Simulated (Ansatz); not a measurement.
## What a change does: single-point calculation on Al₃Cu₂

System: Al₃Cu₂ (P-3m1, 5 atoms in the cell).
Method of the first run: DFT, PBEsol, plane waves, PAW, no spin polarisation (Ansatz 0.2.0).

The structure derives from a Materials Project entry. Text and figures count atoms from 1; the logs count them from 0 in places.

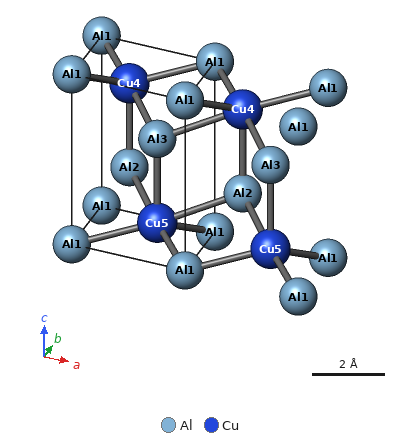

**Figure 1.** The structure (ball-and-stick view of the cell of the calculation, repeated 2 × 1 × 1, seen slightly off an axis; atoms are numbered from 1 in the order of the input).

Input file, the first run:
```yaml
crystal:
  lattice:
    - [4.2215431617, 0.0, 0.0]
    - [-2.1107715808, 3.6559636212, 0.0]
    - [0.0, 0.0, 4.9219521125]
  atoms:
    - { symbol: Al, position: [0.0, 0.0, 0.0] }
    - { symbol: Al, position: [0.3333333333, 0.6666666667, 0.3529927186] }
    - { symbol: Al, position: [0.6666666667, 0.3333333333, 0.6470072814] }
    - { symbol: Cu, position: [0.3333333333, 0.6666666667, 0.8467244729] }
    - { symbol: Cu, position: [0.6666666667, 0.3333333333, 0.1532755271] }
basis:
  ecutwfc: 420
kpoints:
  mp_grid: { grid: [12, 12, 8] }
hamiltonian:
  xc: pbesol
scf:
  occupations: { method: gaussian, width: 0.1 }
  convergence: { dr2_threshold: 1.0e-08 }
output:
  forces: true
  eigenvalues: true
  stress: true
```

Command:
```bash
ansatz run input.yaml --threads 1 --pin off --max-ram 2560MiB --backend cpu --events-out ev --progress --plain --runs-dir out
```

Hardware: 1 thread of Arm Neoverse N1, 24 GiB of memory available, shared host.

Output, shortened to warnings, some set-up lines, iterations and results (the first run):
```
Warning: output.stress: scf.convergence.dr2_threshold = 1e-8 eV is looser than the 5e-10 eV advised for a printed stress (1e-10 eV for each atom of the cell: 5). What an SCF threshold leaves in a stress goes as its square root, and in the free energy as the threshold itself, and one threshold admits the most on a small cell: of the crystals measured, under no hybrid functional and no lock of the …
Basis set: ecut = 420 eV, 1475 PW (Γ), exchange–correlation on 60×60×72 points (8 copies of the dense FFT grid, shifted against one another)
Symmetry: 12 space group operations
k-points: 131 of 1152
Initial density: superposition of atomic densities (neutral atoms: chi_scale 0, normalization atom), corrected by the library's trained network
[...]
SCF iter   1: F=—  HF=-14751.955701 eV  |F-HF|=—  |Δ(HF+E_count)|=         —  Δρ=9.90e-3  dr2=4.52e-2  ethr=1.77e-3  ⟨swp⟩=6.2  Hψ=16871  notcnv=0
SCF iter   2: F=—  HF=-14751.947540 eV  |F-HF|=—  |Δ(HF+E_count)|=   8.16e-3  Δρ=1.47e-3  dr2=2.83e-3  ethr=9.62e-5  ⟨swp⟩=2.0  Hψ=6978  notcnv=0  defer=79
SCF iter   3: F=—  HF=-14751.946883 eV  |F-HF|=—  |Δ(HF+E_count)|=   6.58e-4  Δρ=1.38e-3  dr2=2.23e-3  ethr=6.01e-6  ⟨swp⟩=2.1  Hψ=4870  notcnv=0  defer=79
SCF iter   4: F=—  HF=-14751.946451 eV  |F-HF|=—  |Δ(HF+E_count)|=   4.31e-4  Δρ=5.72e-4  dr2=5.16e-4  ethr=4.74e-6  ⟨swp⟩=1.0  Hψ=3667  notcnv=0  defer=79
SCF iter   5: F=—  HF=-14751.946327 eV  |F-HF|=—  |Δ(HF+E_count)|=   1.25e-4  Δρ=1.31e-4  dr2=3.01e-5  ethr=1.10e-6  ⟨swp⟩=2.0  Hψ=4758  notcnv=0  defer=80
SCF iter   6: F=—  HF=-14751.946282 eV  |F-HF|=—  |Δ(HF+E_count)|=   4.42e-5  Δρ=4.13e-5  dr2=1.80e-6  ethr=6.40e-8  ⟨swp⟩=2.1  Hψ=5457  notcnv=0  defer=80
SCF iter   7: F=—  HF=-14751.946283 eV  |F-HF|=—  |Δ(HF+E_count)|=   5.68e-7  Δρ=9.66e-6  dr2=6.60e-8  ethr=3.83e-9  ⟨swp⟩=2.0  Hψ=5654  notcnv=0  defer=80
SCF iter   8: F=-14751.946283 eV  HF=-14751.946283 eV  |F-HF|=1.42e-9  |Δ(HF+E_count)|=   1.80e-8  Δρ=2.04e-6  dr2=3.53e-9  ethr=2.13e-11  ⟨swp⟩=7.5  Hψ=16021  notcnv=0
SCF 1 converged in 8 iterations: F = -14751.946283 eV  dr2 = 3.53e-9
SCF converged after 8 iterations
Free energy (F): -14751.946283 eV
Harris-Foulkes:  -14751.946283 eV  (|F-HF|=1.42e-9)
Internal energy: -14751.938897 eV  (E = F + TS)
E sigma→0 (E₀):  -14751.942590 eV
Entropy (-TS):   -0.007386 eV (-1.477 meV/atom)
Fermi energy:    10.620642 eV
--- Per-component energies (eV) ---
  E_band       = -955.105960
  E_kinetic    = 668.648086
  E_local      = -11767.970512  (includes V_loc(G=0)·N_el)
  E_nonlocal   = 804.338126
  E_hartree    = 5278.154266
  E_xc         = -297.474396
  E_vxc        = -319.971589  (∫ρ·V_xc dr)
  E_paw        = -4609.448332  (= ΣΔE_a)
  E_vpaw       = -896.455150  (= ΣTr[D̂ρ^β])
  E_aug_tail   = 0.000485  (compensation charges beyond the density's cutoff)
  E_ewald      = -4828.656442
  E_core_change = 0.469821  (= ΣΔE_core)
  E_smearing   = -0.007386  (= −TS)
  E_closure    = -0.000000  (closes the sum)
  Σ components = -14751.946283   (vs F -14751.946283, Δ=0.00e0)
--- Forces (eV/Å), atoms counted from 1 ---
  atom   1  Al     0.00000000    -0.00000000     0.00000000
  atom   2  Al     0.00000000    -0.00000000    -0.00023132
  atom   3  Al     0.00000000     0.00000000     0.00023132
  atom   4  Cu     0.00000000     0.00000000     0.00093757
  atom   5  Cu     0.00000000    -0.00000000    -0.00093757
  max |Σ_I F_I| component: 9.54e-18 eV/Å
--- Stress (GPa, compression-positive) ---
       -6.532267       0.000000      -0.000000
        0.000000      -6.532267       0.000000
       -0.000000       0.000000      -0.004640
  P = ⅓ Tr σ = -4.3564 GPa (-43.564 kbar)
```

The input of the second run differs as follows (lines with − go, lines with + come):
```diff
-    - [4.2215431617, 0.0, 0.0]
-    - [-2.1107715808, 3.6559636212, 0.0]
-    - [0.0, 0.0, 4.9219521125]
+    - [4.0985855939, 0.0, 0.0]
+    - [-2.0492927969, 3.5494792439, 0.0]
+    - [0.0, 0.0, 4.9821008502]
-    - { symbol: Al, position: [0.3333333333, 0.6666666667, 0.3529927186] }
-    - { symbol: Al, position: [0.6666666667, 0.3333333333, 0.6470072814] }
-    - { symbol: Cu, position: [0.3333333333, 0.6666666667, 0.8467244729] }
-    - { symbol: Cu, position: [0.6666666667, 0.3333333333, 0.1532755271] }
+    - { symbol: Al, position: [0.3333333333, 0.6666666667, 0.3515059866] }
+    - { symbol: Al, position: [0.6666666667, 0.3333333333, 0.6484940134] }
+    - { symbol: Cu, position: [0.3333333333, 0.6666666667, 0.8422899902] }
+    - { symbol: Cu, position: [0.6666666667, 0.3333333333, 0.1577100098] }
-  convergence: { dr2_threshold: 1.0e-08 }
```

How does the second run compare with the first run?

With the same functional and potentials, the second run lies 19.1 meV per atom lower. The pressure goes from −4.36 to −0.03 GPa. The volume per atom goes from 15.19 to 14.50 Å³. The SCF takes 7 iterations against 8. The plane waves at Γ go from 1475 to 1397.

Output, shortened to warnings, some set-up lines, iterations and results (the second run):
```
Basis set: ecut = 420 eV, 1397 PW (Γ), exchange–correlation on 60×60×72 points (8 copies of the dense FFT grid, shifted against one another)
Symmetry: 12 space group operations
k-points: 131 of 1152
Initial density: superposition of atomic densities (neutral atoms: chi_scale 0, normalization atom), corrected by the library's trained network
[...]
SCF iter   1: F=—  HF=-14752.053705 eV  |F-HF|=—  |Δ(HF+E_count)|=         —  Δρ=1.15e-2  dr2=5.95e-2  ethr=1.77e-3  ⟨swp⟩=6.3  Hψ=16955  notcnv=0
SCF iter   2: F=—  HF=-14752.043186 eV  |F-HF|=—  |Δ(HF+E_count)|=   1.05e-2  Δρ=1.56e-3  dr2=3.03e-3  ethr=1.27e-4  ⟨swp⟩=2.0  Hψ=7002  notcnv=0  defer=111
SCF iter   3: F=—  HF=-14752.042314 eV  |F-HF|=—  |Δ(HF+E_count)|=   8.72e-4  Δρ=1.55e-3  dr2=2.62e-3  ethr=6.45e-6  ⟨swp⟩=2.0  Hψ=4937  notcnv=0  defer=111
SCF iter   4: F=—  HF=-14752.041808 eV  |F-HF|=—  |Δ(HF+E_count)|=   5.07e-4  Δρ=6.28e-4  dr2=5.94e-4  ethr=5.58e-6  ⟨swp⟩=1.0  Hψ=3663  notcnv=0  defer=111
SCF iter   5: F=—  HF=-14752.041674 eV  |F-HF|=—  |Δ(HF+E_count)|=   1.33e-4  Δρ=1.53e-4  dr2=3.74e-5  ethr=1.26e-6  ⟨swp⟩=2.0  Hψ=4609  notcnv=0  defer=111
SCF iter   6: F=—  HF=-14752.041657 eV  |F-HF|=—  |Δ(HF+E_count)|=   1.75e-5  Δρ=4.21e-5  dr2=2.04e-6  ethr=7.97e-8  ⟨swp⟩=2.3  Hψ=5437  notcnv=0  defer=111
SCF iter   7: F=-14752.041657 eV  HF=-14752.041657 eV  |F-HF|=2.02e-8  |Δ(HF+E_count)|=   2.09e-7  Δρ=1.02e-5  dr2=6.85e-8  ethr=2.13e-10  ⟨swp⟩=6.6  Hψ=18430  notcnv=0
SCF 1 converged in 7 iterations: F = -14752.041657 eV  dr2 = 6.85e-8
SCF converged after 7 iterations
Free energy (F): -14752.041657 eV
Harris-Foulkes:  -14752.041657 eV  (|F-HF|=2.02e-8)
Internal energy: -14752.034793 eV  (E = F + TS)
E sigma→0 (E₀):  -14752.038225 eV
Entropy (-TS):   -0.006864 eV (-1.373 meV/atom)
Fermi energy:    11.267096 eV
--- Per-component energies (eV) ---
  E_band       = -932.192808
  E_kinetic    = 672.040544
  E_local      = -11633.525085  (includes V_loc(G=0)·N_el)
  E_nonlocal   = 803.083057
  E_hartree    = 5221.276957
  E_xc         = -299.330640
  E_vxc        = -322.393394  (∫ρ·V_xc dr)
  E_paw        = -4608.240886  (= ΣΔE_a)
  E_vpaw       = -893.958457  (= ΣTr[D̂ρ^β])
  E_aug_tail   = 0.000504  (compensation charges beyond the density's cutoff)
  E_ewald      = -4907.809065
  E_core_change = 0.469821  (= ΣΔE_core)
  E_smearing   = -0.006864  (= −TS)
  E_closure    = 0.000000  (closes the sum)
  Σ components = -14752.041657   (vs F -14752.041657, Δ=0.00e0)
--- Forces (eV/Å), atoms counted from 1 ---
  atom   1  Al    -0.00000000     0.00000000     0.00000000
  atom   2  Al    -0.00000000    -0.00000000    -0.00252267
  atom   3  Al     0.00000000     0.00000000     0.00252267
  atom   4  Cu    -0.00000000    -0.00000000     0.00029856
  atom   5  Cu     0.00000000     0.00000000    -0.00029856
  max |Σ_I F_I| component: 3.47e-18 eV/Å
--- Stress (GPa, compression-positive) ---
       -0.021233       0.000000      -0.000000
        0.000000      -0.021233       0.000000
       -0.000000       0.000000      -0.039429
  P = ⅓ Tr σ = -0.0273 GPa (-0.273 kbar)
```

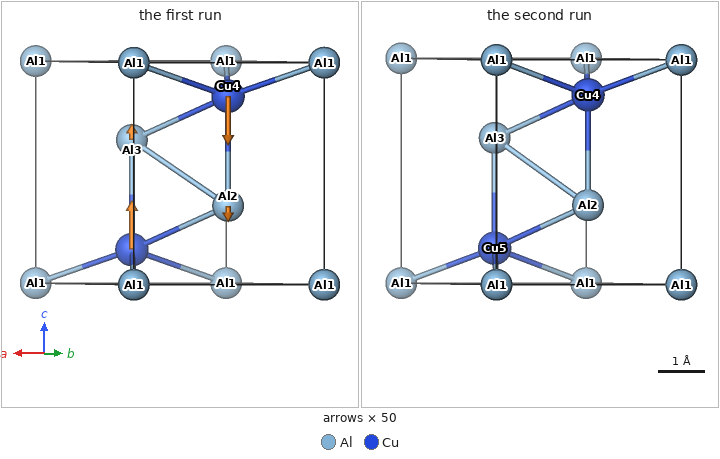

**Figure 2.** The two input geometries at one scale (ball-and-stick view of the cell of the calculation, seen at an oblique angle). The orange arrows on the first give the shifts of the atoms relative to the cell, with their mean removed, magnified 50 times. The largest moves relative to the cell, 0.022 Å, are those of Cu4 and Cu5. By element the largest moves are Cu 0.022 Å, Al 0.007 Å. (The mean shift of all atoms is removed.) The drawn cell changes as follows: a = b 4.222 → 4.099 Å (−2.9 %), c 4.922 → 4.982 Å (+1.2 %); the volume changes by −4.6 %. Among the contacts that change: Al2–Cu5 2.628 → 2.556 Å, Al1–Cu4 2.551 → 2.493 Å, Al2–Cu4 2.492 → 2.537 Å, Al2–Al3 2.835 → 2.791 Å.

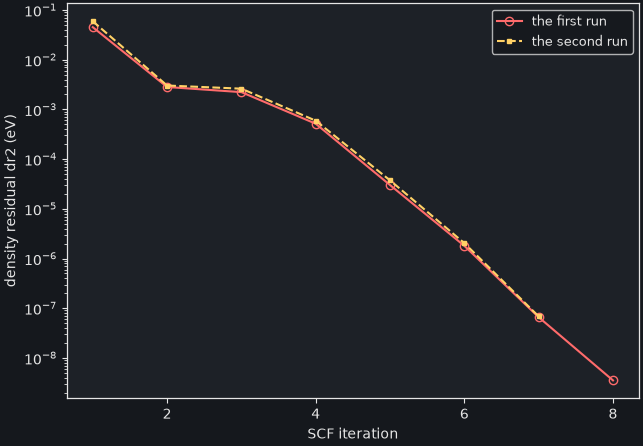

**Figure 3.** Convergence of the two runs: density residual dr2 against the SCF iteration. The first run takes 8 iterations in all, and the second run takes 7.

The two runs side by side:

| quantity | the first run | the second run |
| --- | --- | --- |
| outcome | converged | converged |
| free energy per atom (eV) | −2950.3893 | −2950.4083 |
| energy per atom, smearing taken to zero (eV) | −2950.3885 | −2950.4076 |
| gap on the mesh (eV) | 0.00 | 0.00 |
| pressure (GPa) | −4.36 | −0.03 |
| volume per atom (Å³) | 15.19 | 14.50 |
| largest force (eV/Å) | 0.001 | 0.003 |
| SCF iterations | 8 | 7 |
| irreducible k-points | 131 | 131 |
| plane waves at Γ | 1475 | 1397 |
| wall time (shared host) | 28 s | 23 s |

For the first run: Warnings: the SCF threshold is looser than advised for the printed stress.
